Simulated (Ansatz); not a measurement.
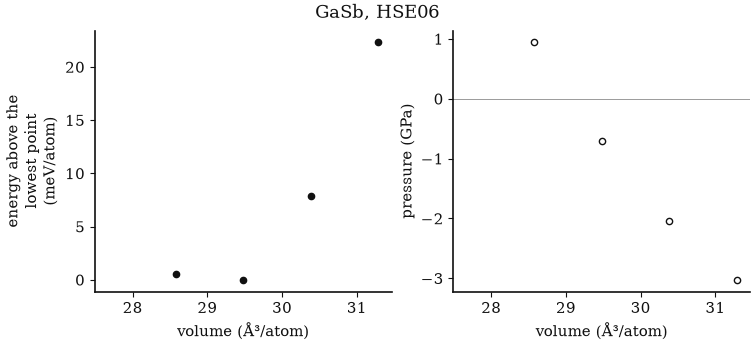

The picture above shows the energy above the lowest point and pressure against volume for GaSb, space group F-43m (No. 216) (one of a set of cubic test structures, which need not be the stable phase).

Calculation (Ansatz 0.2.0 development build): equation of state of a cubic crystal from periodic Kohn-Sham density functional theory without spin, third-order Birch-Murnaghan fit to the free energies; pressure corrected for the finite basis. Level: HSE06.

structure type zinc blende; atoms in cell 2; space group number 216; lattice centring face-centred primitive; k mesh 4×4×4; occupation method Fermi–Dirac; occupation width 0.1 eV; wave cutoff 700 eV; datasets hard PAW; density tolerance 0 eV; bands 27; density cutoff ratio 4; search for lower states default; exchange singularity regularized.

The point at volume 27.67 Å³/atom is left out of the plot. What does the calculation give there?

```csv
volume (Å³/atom),energy above the lowest point (meV/atom),pressure (GPa)
27.67,11.3,2.947
```

Limits of the calculation: coarse k-mesh, values are not converged in k; pseudopotentials made with PBE, not this functional.
